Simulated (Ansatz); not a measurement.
# Run report: AlN, geometry relaxation (part 1 of 3)

AlN (R3m, 2 atoms in the cell), computed with DFT PBE+D3(BJ), scalar-relativistic, plane waves, PAW, no spin polarisation (Ansatz 0.2.0).

The structure was made by swapping elements on the sites of another compound; it need not be a known phase. It belongs to a series of runs on one base structure; here: B -> Al on all its sites, cell and atoms relaxed. Figures and captions count atoms from 1; the log counts them from 0 in places.

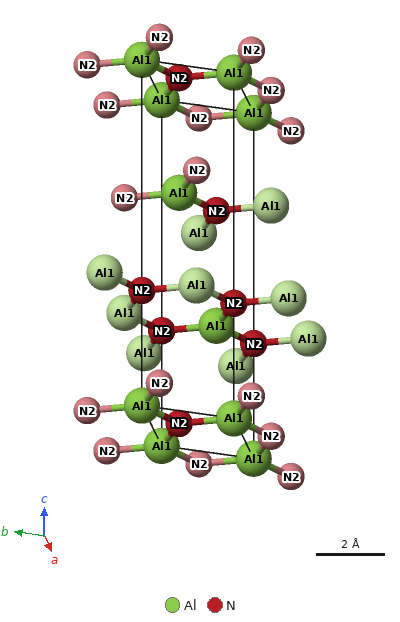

Fig. 1: The input geometry (ball-and-stick view of the cell 3 times as large as that of the calculation, set on its symmetry axes, seen at an oblique angle; neighbours outside the cell are drawn fainter; atoms are numbered from 1 in the order of the input). Near neighbours in the crystal (not all of them lie inside the picture): Al has 3 N at 1.65 Å; N has 3 Al at 1.65 Å.

### Input file
```yaml
crystal:
  lattice:
    - [1.4309353038, 0.8261508828, 3.7626108303]
    - [-1.4309353038, 0.8261508828, 3.7626108303]
    - [0.0, -1.6523017657, 3.7626108303]
  atoms:
    - { symbol: Al, position: [0.9996975442, 0.9996975442, 0.9996975442] }
    - { symbol: "N", position: [0.3327354558, 0.3327354558, 0.3327354558] }
basis:
  ecutwfc: 420
kpoints:
  mp_grid: { grid: [12, 12, 12] }
hamiltonian:
  xc: pbe
  dispersion: d3bj
scf:
  occupations: { method: gaussian, width: 0.1 }
output:
  forces: true
  stress: true
  eigenvalues: true
relax:
  adjacent_minimum: "off"
  f_tol: 0.05
  max_steps: 60
  cell: { stress_tol: 0.5 }
```

Launch command:
```bash
ansatz run input.yaml --threads 1 --pin off --max-ram 2560MiB --backend cpu --events-out ev --progress --plain --runs-dir out
```

### The program's output
```
basis.fft_grid_basis auto: the FFT boxes are laid along the combinations [[1, 0, -1], [0, 1, -1], [0, 0, 1]] of the cell's own vectors, 2.862, 2.862 and 4.109 Å long. The dense box has 20×20×30 points. Along the cell's own vectors, as sized, it would have 30×30×30, 2.25 times as many. Of the 6 symmetry operations that the crystal satisfies within crystal.symmetry.tolerance (time reversal apart; of a slab, those that keep its plane) the dense box along the cell's own vectors carries 6, and the one as laid loses 4 of those. basis.fft_grid_basis: typed keeps the cell's own vectors: state it where this run's energies or levels are differenced outside the engine with another run's, or held beside a run that keeps those vectors.
Engine: ansatz 0.2.0, x86_64-unknown-linux-gnu
Pseudopotentials: kind: paw
Pseudopotential: Al, paw, valence charge 3, recommended cutoff 420 eV (normal), Al.paw.azcp
Pseudopotential: N, paw, valence charge 5, recommended cutoff 420 eV (normal), N.paw.azcp
Functional definition: PBE
  parameter kappa = 0.804
  parameter beta = 0.06672455060314922
  exchange = pbe_x(kappa = kappa, mu = beta*pi^2/3)
  correlation = pbe_c(beta = beta)
Crystal: 2 atoms, lattice volume = 26.688 Å³
Basis set: ecut = 420 eV, 523 PW (Γ), FFT grids on a1−a3, a2−a3, a3, exchange–correlation on 40×40×60 points (8 copies of the dense FFT grid, shifted against one another)
Bands: 8, of which v1, the nominal top of the filled ones, is band 4 counted from 1 (3 counted from 0)
Symmetry: 6 space group operations
Space group: R3m (ITA 160), of the structure as read, at distance tolerance 3.0e-5 Å
k-points: 189 of 1728 (time reversal used)
Non-local potential: Al, projectors of the file, l = 0: 2, l = 1: 2, l = 2: 1
Non-local potential: N, projectors of the file, l = 0: 2, l = 1: 2, l = 2: 1
PAW form: soft (Blöchl's): semilocal exchange-correlation on the pseudo side does not see the compensation charge
PAW one-centre angular grid: Al, 110 points (default); XC on 64 Gauss nodes
PAW one-centre angular grid: N, 110 points (default); XC on 64 Gauss nodes
Initial density: superposition of atomic densities (neutral atoms: chi_scale 0, normalization atom), corrected by the library's trained network
Initial wavefunctions: pseudopotential atomic-orbital guess
Functional: x = pbe(κ = 0.804, μ = 0.2195149727645171), c = pbe(β = 0.06672455060314922)
SCF iter   1: F=—  HF=-922.658827 eV  |F-HF|=—  |Δ(HF+E_count)|=         —  Δρ=3.43e-3  dr2=2.37e-3  ethr=1.77e-3  ⟨swp⟩=5.3  Hψ=12024  notcnv=0
preconditioner: auto → none  [insulator: Δε(μ)=2.665 eV  Ē_g=14.848 eV  σ=0.100 eV  W_gap=1.00  n_scr=2 (ndim 8)  ℏωp=20.3 eV  f_vac=0.000  D(μ)=0.00/eV (n_scr^D=0)  ε∞_Penn≈2.9]
SCF iter   2: F=—  HF=-922.659873 eV  |F-HF|=—  |Δ(HF+E_count)|=   1.05e-3  Δρ=1.65e-3  dr2=4.97e-4  ethr=2.96e-5  ⟨swp⟩=1.7  Hψ=3357  notcnv=0
SCF iter   3: F=—  HF=-922.660402 eV  |F-HF|=—  |Δ(HF+E_count)|=   5.29e-4  Δρ=8.80e-4  dr2=1.90e-4  ethr=6.21e-6  ⟨swp⟩=2.0  Hψ=2109  notcnv=0
SCF iter   4: F=—  HF=-922.660406 eV  |F-HF|=—  |Δ(HF+E_count)|=   4.50e-6  Δρ=9.24e-5  dr2=1.59e-6  ethr=2.38e-6  ⟨swp⟩=2.6  Hψ=2193  notcnv=0
SCF iter   5: F=—  HF=-922.660450 eV  |F-HF|=—  |Δ(HF+E_count)|=   4.36e-5  Δρ=1.96e-5  dr2=8.99e-8  ethr=1.99e-8  ⟨swp⟩=2.1  Hψ=2156  notcnv=0
SCF iter   6: F=-922.660450 eV  HF=-922.660450 eV  |F-HF|=2.34e-10  |Δ(HF+E_count)|=   2.22e-8  Δρ=6.87e-6  dr2=5.55e-9  ethr=1.12e-9  ⟨swp⟩=2.4  Hψ=5335  notcnv=0
SCF 1 converged in 6 iterations: F = -922.660450 eV  dr2 = 5.55e-9
  greatest PAW one-centre occupation: 0.814 electrons in one spin orbital (limit 2), on the N atom at site 1 (counted from 0), in its partial waves of l = 0
relax step   1: F+E_penalty+E_count = -922.66044970 eV  Δ(F+E_penalty+E_count) = +0.000e0 eV  max|allowed force component| = 4.867e-2 eV/Å  Δτ_max = 0.0000 Å  P = +46.653 GPa  Ω = 26.688 Å³  (6 SCF iters, dr2 threshold 1.00e-7 eV, accepted)
Crystal: 2 atoms, lattice volume = 27.307 Å³
Basis set: ecut = 420 eV, 521 PW (Γ), FFT grids on a1−a3, a2−a3, a3, exchange–correlation on 40×40×60 points (8 copies of the dense FFT grid, shifted against one another)
Initial density: handed on by an earlier stage of this run
Initial wavefunctions: those handed on with the density
iter 1 solved again at ethr=2.16e-3 eV; its pass at ethr=3.10e-3 eV (dr2=1.73e-1 eV) is discarded
SCF iter   1: F=—  HF=-923.402326 eV  |F-HF|=—  |Δ(HF+E_count)|=         —  Δρ=2.41e-2  dr2=1.71e-1  ethr=2.16e-3  ⟨swp⟩=1.0  Hψ=14193  notcnv=0
preconditioner: auto → none  [insulator: Δε(μ)=2.178 eV  Ē_g=14.052 eV  σ=0.100 eV  W_gap=1.00  n_scr=2 (ndim 8)  ℏωp=20.1 eV  f_vac=0.000  D(μ)=0.00/eV (n_scr^D=0)  ε∞_Penn≈3.0]
SCF iter   2: F=—  HF=-923.354650 eV  |F-HF|=—  |Δ(HF+E_count)|=   4.77e-2  Δρ=7.47e-3  dr2=1.64e-2  ethr=2.13e-3  ⟨swp⟩=2.9  Hψ=2635  notcnv=0
SCF iter   3: F=—  HF=-923.349090 eV  |F-HF|=—  |Δ(HF+E_count)|=   5.56e-3  Δρ=1.04e-3  dr2=1.16e-4  ethr=2.05e-4  ⟨swp⟩=2.9  Hψ=2771  notcnv=0
SCF iter   4: F=—  HF=-923.349122 eV  |F-HF|=—  |Δ(HF+E_count)|=   3.15e-5  Δρ=6.80e-5  dr2=8.16e-7  ethr=1.45e-6  ⟨swp⟩=2.6  Hψ=2427  notcnv=0
iter 5 did not close the SCF: its close was put off for the readings that it lacked (scf_convergence_deferred on its scf_iter line)
SCF iter   5: F=-923.349123 eV  HF=-923.349123 eV  |F-HF|=9.59e-10  |Δ(HF+E_count)|=   1.41e-6  Δρ=1.16e-5  dr2=3.31e-8  ethr=1.02e-8  ⟨swp⟩=2.3  Hψ=2244  notcnv=0
SCF iter   6: F=-923.349123 eV  HF=-923.349123 eV  |F-HF|=1.14e-9  |Δ(HF+E_count)|=   1.46e-8  Δρ=2.56e-6  dr2=2.35e-9  ethr=4.14e-10  ⟨swp⟩=2.1  Hψ=5324  notcnv=0
the search or the solves at the SCF's close seem to have found levels that the self-consistency loop had missed (the run counts 1). By its estimate they hold under 1e-12 electrons; where the run keeps them, the occupations were computed again with them
SCF 2 converged in 6 iterations: F = -923.349123 eV  dr2 = 2.35e-9
  greatest PAW one-centre occupation: 0.803 electrons in one spin orbital (limit 2), on the N atom at site 1 (counted from 0), in its partial waves of l = 0
relax step   2: F+E_penalty+E_count = -923.34912315 eV  Δ(F+E_penalty+E_count) = -6.887e-1 eV  max|allowed force component| = 8.509e-2 eV/Å  Δτ_max = 0.0008 Å  P = +23.335 GPa  Ω = 27.307 Å³  energy of the carried Pulay correction = -9.054e-4 eV  (6 SCF iters, dr2 threshold 2.00e-7 eV, accepted)
Crystal: 2 atoms, lattice volume = 27.687 Å³
Basis set: ecut = 420 eV, 533 PW (Γ), FFT grids on a1−a3, a2−a3, a3, exchange–correlation on 40×40×60 points (8 copies of the dense FFT grid, shifted against one another)
iter 1 solved again at ethr=1.52e-3 eV; its pass at ethr=3.10e-3 eV (dr2=1.21e-1 eV) is discarded
SCF iter   1: F=—  HF=-923.688716 eV  |F-HF|=—  |Δ(HF+E_count)|=         —  Δρ=1.98e-2  dr2=1.19e-1  ethr=1.52e-3  ⟨swp⟩=1.0  Hψ=14289  notcnv=0
preconditioner: auto → none  [insulator: Δε(μ)=1.962 eV  Ē_g=13.647 eV  σ=0.100 eV  W_gap=1.00  n_scr=2 (ndim 8)  ℏωp=20.0 eV  f_vac=0.000  D(μ)=0.00/eV (n_scr^D=0)  ε∞_Penn≈3.1]
SCF iter   2: F=—  HF=-923.656356 eV  |F-HF|=—  |Δ(HF+E_count)|=   3.24e-2  Δρ=6.22e-3  dr2=1.16e-2  ethr=1.49e-3  ⟨swp⟩=2.9  Hψ=2582  notcnv=0
SCF iter   3: F=—  HF=-923.652711 eV  |F-HF|=—  |Δ(HF+E_count)|=   3.64e-3  Δρ=8.49e-4  dr2=7.48e-5  ethr=1.45e-4  ⟨swp⟩=2.5  Hψ=2347  notcnv=0
SCF iter   4: F=—  HF=-923.652728 eV  |F-HF|=—  |Δ(HF+E_count)|=   1.63e-5  Δρ=6.04e-5  dr2=7.27e-7  ethr=9.35e-7  ⟨swp⟩=2.6  Hψ=2429  notcnv=0
iter 5 did not close the SCF: its close was put off for the readings that it lacked (scf_convergence_deferred on its scf_iter line)
SCF iter   5: F=-923.652729 eV  HF=-923.652729 eV  |F-HF|=2.15e-8  |Δ(HF+E_count)|=   9.81e-7  Δρ=1.54e-5  dr2=6.63e-8  ethr=9.09e-9  ⟨swp⟩=2.0  Hψ=2100  notcnv=0
SCF iter   6: F=-923.652729 eV  HF=-923.652729 eV  |F-HF|=6.28e-10  |Δ(HF+E_count)|=  5.39e-10  Δρ=2.94e-6  dr2=2.45e-9  ethr=8.29e-10  ⟨swp⟩=2.2  Hψ=5562  notcnv=0
SCF 3 converged in 6 iterations: F = -923.652729 eV  dr2 = 2.45e-9
  greatest PAW one-centre occupation: 0.795 electrons in one spin orbital (limit 2), on the N atom at site 1 (counted from 0), in its partial waves of l = 0
relax step   3: F+E_penalty+E_count = -923.65272866 eV  Δ(F+E_penalty+E_count) = -3.036e-1 eV  max|allowed force component| = 1.419e-1 eV/Å  Δτ_max = 0.0075 Å  P = +6.035 GPa  Ω = 27.687 Å³  energy of the carried Pulay correction = -1.333e-3 eV  (6 SCF iters, dr2 threshold 2.00e-7 eV, accepted)
Crystal: 2 atoms, lattice volume = 26.955 Å³
Basis set: ecut = 420 eV, 527 PW (Γ), FFT grids on a1−a3, a2−a3, a3, exchange–correlation on 40×40×60 points (8 copies of the dense FFT grid, shifted against one another)
iter 1 solved again at ethr=1.40e-4 eV; its pass at ethr=3.10e-3 eV (dr2=1.12e-2 eV) is discarded
SCF iter   1: F=—  HF=-923.734084 eV  |F-HF|=—  |Δ(HF+E_count)|=         —  Δρ=6.48e-3  dr2=1.03e-2  ethr=1.40e-4  ⟨swp⟩=1.0  Hψ=14440  notcnv=0
preconditioner: auto → none  [insulator: Δε(μ)=2.000 eV  Ē_g=13.702 eV  σ=0.100 eV  W_gap=1.00  n_scr=2 (ndim 8)  ℏωp=20.2 eV  f_vac=0.000  D(μ)=0.00/eV (n_scr^D=0)  ε∞_Penn≈3.2]
SCF iter   2: F=—  HF=-923.731853 eV  |F-HF|=—  |Δ(HF+E_count)|=   2.23e-3  Δρ=2.27e-3  dr2=1.03e-3  ethr=1.28e-4  ⟨swp⟩=2.0  Hψ=1956  notcnv=0
SCF iter   3: F=—  HF=-923.731863 eV  |F-HF|=—  |Δ(HF+E_count)|=   9.82e-6  Δρ=3.67e-4  dr2=1.76e-5  ethr=1.29e-5  ⟨swp⟩=2.2  Hψ=2293  notcnv=0
SCF iter   4: F=—  HF=-923.731868 eV  |F-HF|=—  |Δ(HF+E_count)|=   5.36e-6  Δρ=4.52e-5  dr2=4.38e-7  ethr=2.20e-7  ⟨swp⟩=2.3  Hψ=2227  notcnv=0
iter 5 did not close the SCF: its close was put off for the readings that it lacked (scf_convergence_deferred on its scf_iter line)
SCF iter   5: F=-923.731868 eV  HF=-923.731868 eV  |F-HF|=5.46e-9  |Δ(HF+E_count)|=   5.26e-7  Δρ=8.80e-6  dr2=2.16e-8  ethr=5.47e-9  ⟨swp⟩=2.1  Hψ=2108  notcnv=0
SCF iter   6: F=-923.731868 eV  HF=-923.731868 eV  |F-HF|=1.64e-10  |Δ(HF+E_count)|=   1.27e-8  Δρ=9.74e-7  dr2=1.87e-10  ethr=2.70e-10  ⟨swp⟩=2.0  Hψ=4602  notcnv=0
the search or the solves at the SCF's close seem to have found levels that the self-consistency loop had missed (the run counts 1). By its estimate they hold under 1e-12 electrons; where the run keeps them, the occupations were computed again with them
SCF 4 converged in 6 iterations: F = -923.731868 eV  dr2 = 1.87e-10
  greatest PAW one-centre occupation: 0.793 electrons in one spin orbital (limit 2), on the N atom at site 1 (counted from 0), in its partial waves of l = 0
relax step   4: F+E_penalty+E_count = -923.73186841 eV  Δ(F+E_penalty+E_count) = -7.914e-2 eV  max|allowed force component| = 2.236e-1 eV/Å  Δτ_max = 0.0213 Å  P = +0.006 GPa  Ω = 26.955 Å³  energy of the carried Pulay correction = +3.362e-4 eV  (6 SCF iters, dr2 threshold 2.00e-7 eV, accepted)
Crystal: 2 atoms, lattice volume = 25.734 Å³
Basis set: ecut = 420 eV, 497 PW (Γ), FFT grids on a1−a3, a2−a3, a3, exchange–correlation on 40×40×60 points (8 copies of the dense FFT grid, shifted against one another)
iter 1 solved again at ethr=6.13e-5 eV; its pass at ethr=3.10e-3 eV (dr2=4.91e-3 eV) is discarded
SCF iter   1: F=—  HF=-923.812211 eV  |F-HF|=—  |Δ(HF+E_count)|=         —  Δρ=4.14e-3  dr2=4.90e-3  ethr=6.13e-5  ⟨swp⟩=1.0  Hψ=14335  notcnv=0
preconditioner: auto → none  [insulator: Δε(μ)=2.001 eV  Ē_g=13.835 eV  σ=0.100 eV  W_gap=1.00  n_scr=2 (ndim 8)  ℏωp=20.7 eV  f_vac=0.000  D(μ)=0.00/eV (n_scr^D=0)  ε∞_Penn≈3.2]
SCF iter   2: F=—  HF=-923.811648 eV  |F-HF|=—  |Δ(HF+E_count)|=   5.63e-4  Δρ=1.81e-3  dr2=6.36e-4  ethr=6.13e-5  ⟨swp⟩=2.0  Hψ=2079  notcnv=0
SCF iter   3: F=—  HF=-923.811927 eV  |F-HF|=—  |Δ(HF+E_count)|=   2.79e-4  Δρ=3.82e-4  dr2=2.47e-5  ethr=7.95e-6  ⟨swp⟩=2.3  Hψ=2148  notcnv=0
SCF iter   4: F=—  HF=-923.811898 eV  |F-HF|=—  |Δ(HF+E_count)|=   2.99e-5  Δρ=4.12e-5  dr2=3.21e-7  ethr=3.09e-7  ⟨swp⟩=2.3  Hψ=2162  notcnv=0
iter 5 did not close the SCF: its close was put off for the readings that it lacked (scf_convergence_deferred on its scf_iter line)
SCF iter   5: F=-923.811898 eV  HF=-923.811898 eV  |F-HF|=7.61e-10  |Δ(HF+E_count)|=   4.48e-7  Δρ=3.45e-6  dr2=2.67e-9  ethr=4.02e-9  ⟨swp⟩=2.1  Hψ=2186  notcnv=0
SCF iter   6: F=-923.811898 eV  HF=-923.811898 eV  |F-HF|=1.48e-11  |Δ(HF+E_count)|=   2.18e-9  Δρ=6.06e-7  dr2=5.77e-11  ethr=3.34e-11  ⟨swp⟩=1.3  Hψ=4536  notcnv=0
SCF 5 converged in 6 iterations: F = -923.811898 eV  dr2 = 5.77e-11
  greatest PAW one-centre occupation: 0.792 electrons in one spin orbital (limit 2), on the N atom at site 1 (counted from 0), in its partial waves of l = 0
relax step   5: F+E_penalty+E_count = -923.81189796 eV  Δ(F+E_penalty+E_count) = -8.003e-2 eV  max|allowed force component| = 4.302e-1 eV/Å  Δτ_max = 0.0434 Å  P = -2.931 GPa  Ω = 25.734 Å³  energy of the carried Pulay correction = +3.029e-3 eV  (6 SCF iters, dr2 threshold 2.00e-7 eV, accepted)
Crystal: 2 atoms, lattice volume = 24.329 Å³
Basis set: ecut = 420 eV, 477 PW (Γ), FFT grids on a1−a3, a2−a3, a3, exchange–correlation on 40×40×60 points (8 copies of the dense FFT grid, shifted against one another)
iter 1 solved again at ethr=8.47e-5 eV; its pass at ethr=3.10e-3 eV (dr2=6.78e-3 eV) is discarded
SCF iter   1: F=—  HF=-923.943705 eV  |F-HF|=—  |Δ(HF+E_count)|=         —  Δρ=4.90e-3  dr2=6.98e-3  ethr=8.47e-5  ⟨swp⟩=1.0  Hψ=14298  notcnv=0
preconditioner: auto → none  [insulator: Δε(μ)=2.102 eV  Ē_g=14.071 eV  σ=0.100 eV  W_gap=1.00  n_scr=2 (ndim 8)  ℏωp=21.3 eV  f_vac=0.000  D(μ)=0.00/eV (n_scr^D=0)  ε∞_Penn≈3.3]
SCF iter   2: F=—  HF=-923.942838 eV  |F-HF|=—  |Δ(HF+E_count)|=   8.68e-4  Δρ=2.34e-3  dr2=1.08e-3  ethr=8.47e-5  ⟨swp⟩=2.0  Hψ=2079  notcnv=0
SCF iter   3: F=—  HF=-923.943063 eV  |F-HF|=—  |Δ(HF+E_count)|=   2.25e-4  Δρ=3.87e-4  dr2=2.63e-5  ethr=1.35e-5  ⟨swp⟩=2.0  Hψ=2120  notcnv=0
SCF iter   4: F=—  HF=-923.942987 eV  |F-HF|=—  |Δ(HF+E_count)|=   7.55e-5  Δρ=4.66e-5  dr2=3.67e-7  ethr=3.28e-7  ⟨swp⟩=2.7  Hψ=2220  notcnv=0
iter 5 did not close the SCF: its close was put off for the readings that it lacked (scf_convergence_deferred on its scf_iter line)
SCF iter   5: F=-923.942988 eV  HF=-923.942988 eV  |F-HF|=1.10e-10  |Δ(HF+E_count)|=   4.35e-7  Δρ=3.26e-6  dr2=1.69e-9  ethr=4.58e-9  ⟨swp⟩=2.2  Hψ=2230  notcnv=0
SCF iter   6: F=-923.942988 eV  HF=-923.942988 eV  |F-HF|=3.16e-11  |Δ(HF+E_count)|=  7.61e-10  Δρ=5.70e-7  dr2=5.07e-11  ethr=2.12e-11  ⟨swp⟩=1.3  Hψ=4528  notcnv=0
SCF 6 converged in 6 iterations: F = -923.942988 eV  dr2 = 5.07e-11
  greatest PAW one-centre occupation: 0.791 electrons in one spin orbital (limit 2), on the N atom at site 1 (counted from 0), in its partial waves of l = 0
relax step   6: F+E_penalty+E_count = -923.94298785 eV  Δ(F+E_penalty+E_count) = -1.311e-1 eV  max|allowed force component| = 8.702e-1 eV/Å  Δτ_max = 0.0534 Å  P = -4.717 GPa  Ω = 24.329 Å³  energy of the carried Pulay correction = +6.220e-3 eV  (6 SCF iters, dr2 threshold 2.00e-7 eV, accepted)
Crystal: 2 atoms, lattice volume = 22.909 Å³
Basis set: ecut = 420 eV, 441 PW (Γ), FFT grids on a1−a3, a2−a3, a3, exchange–correlation on 40×40×60 points (8 copies of the dense FFT grid, shifted against one another)
iter 1 solved again at ethr=1.63e-4 eV; its pass at ethr=3.10e-3 eV (dr2=1.30e-2 eV) is discarded
SCF iter   1: F=—  HF=-924.159600 eV  |F-HF|=—  |Δ(HF+E_count)|=         —  Δρ=7.17e-3  dr2=1.33e-2  ethr=1.63e-4  ⟨swp⟩=1.0  Hψ=14251  notcnv=0
preconditioner: auto → none  [insulator: Δε(μ)=2.357 eV  Ē_g=14.429 eV  σ=0.100 eV  W_gap=1.00  n_scr=0 (ndim 8)  ℏωp=21.9 eV  f_vac=0.000  D(μ)=0.00/eV (n_scr^D=0)  ε∞_Penn≈3.3]
SCF iter   2: F=—  HF=-924.156850 eV  |F-HF|=—  |Δ(HF+E_count)|=   2.75e-3  Δρ=3.32e-3  dr2=2.05e-3  ethr=1.63e-4  ⟨swp⟩=2.0  Hψ=2079  notcnv=0
SCF iter   3: F=—  HF=-924.156820 eV  |F-HF|=—  |Δ(HF+E_count)|=   2.99e-5  Δρ=4.81e-4  dr2=3.51e-5  ethr=2.56e-5  ⟨swp⟩=2.0  Hψ=2153  notcnv=0
SCF iter   4: F=—  HF=-924.156729 eV  |F-HF|=—  |Δ(HF+E_count)|=   9.11e-5  Δρ=5.83e-5  dr2=5.35e-7  ethr=4.38e-7  ⟨swp⟩=2.0  Hψ=2187  notcnv=0
iter 5 did not close the SCF: its close was put off for the readings that it lacked (scf_convergence_deferred on its scf_iter line)
SCF iter   5: F=-924.156730 eV  HF=-924.156730 eV  |F-HF|=1.21e-9  |Δ(HF+E_count)|=   5.51e-7  Δρ=5.51e-6  dr2=3.55e-9  ethr=6.69e-9  ⟨swp⟩=2.3  Hψ=2229  notcnv=0
SCF iter   6: F=-924.156730 eV  HF=-924.156730 eV  |F-HF|=3.87e-11  |Δ(HF+E_count)|=   2.42e-9  Δρ=7.68e-7  dr2=8.27e-11  ethr=4.43e-11  ⟨swp⟩=1.5  Hψ=4627  notcnv=0
SCF 7 converged in 6 iterations: F = -924.156730 eV  dr2 = 8.27e-11
  greatest PAW one-centre occupation: 0.790 electrons in one spin orbital (limit 2), on the N atom at site 1 (counted from 0), in its partial waves of l = 0
relax step   7: F+E_penalty+E_count = -924.15672981 eV  Δ(F+E_penalty+E_count) = -2.137e-1 eV  max|allowed force component| = 1.473e0 eV/Å  Δτ_max = 0.0646 Å  P = -5.947 GPa  Ω = 22.909 Å³  energy of the carried Pulay correction = +9.609e-3 eV  (6 SCF iters, dr2 threshold 2.00e-7 eV, accepted)
Crystal: 2 atoms, lattice volume = 21.537 Å³
Basis set: ecut = 420 eV, 423 PW (Γ), FFT grids on a1−a3, a2−a3, a3, exchange–correlation on 40×40×60 points (8 copies of the dense FFT grid, shifted against one another)
iter 1 solved again at ethr=3.68e-4 eV; its pass at ethr=3.10e-3 eV (dr2=2.95e-2 eV) is discarded
```
